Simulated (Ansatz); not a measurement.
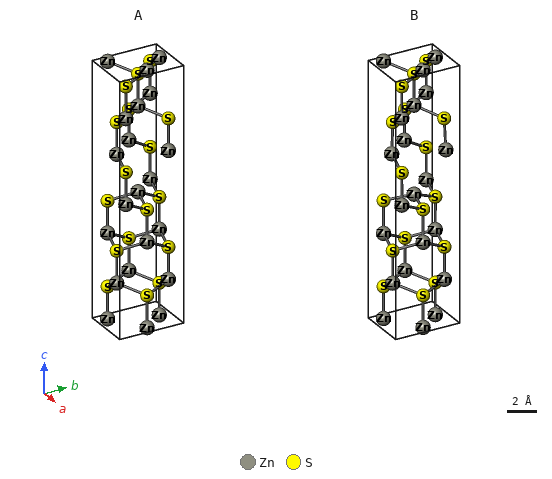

Two geometries of a defect cell of composition Zn₁₈S₁₇ (cell charge +1), drawn at one scale. One is the start of a relaxation, the other its converged end. The picture is a ball-and-stick view of the cell of the calculation (origin shifted), seen slightly off an axis.

Computed with Ansatz 0.2.0, DFT, PBE, plane-wave PAW, default files, scalar-relativistic. (plane-wave cutoff 420 eV; k-point mesh 3 × 3 × 1; occupations fermi dirac; smearing width 0.01 eV; collinear spin; atoms relaxed in a fixed cell; force threshold 0.03 eV/Å; at most 40 steps)

Q: Which one is relaxed?

A: Structure B is the relaxed one. The energy falls by 0.219 eV per cell of the calculation in 3 accepted moves (4 points after the start). Largest force component: 0.57 eV/Å at the start, 0.029 eV/Å at the end. 1 step only repeated the SCF at the same geometry. The largest move is that of a Zn atom, 0.17 Å along −c. Largest moves by element: Zn 0.17 Å, S 0.04 Å. The lattice vectors keep their values. Some distances before and after: S–Zn 2.336 → 2.274 Å, S–Zn 2.377 → 2.322 Å, S–Zn 2.336 → 2.390 Å, S–Zn 2.216 → 2.269 Å. Among the angles between lasting bonds that change: Zn–S–Zn 109.5° → 104.8°, Zn–S–Zn 109.5° → 114.0°, S–Zn–S 109.5° → 113.7°.

Limits of the set-up: the periodic images lie only 6.6 Å apart, so the values are limited by the cell's size; the cell is charged, on a uniform background, and energies carry no finite-size correction.
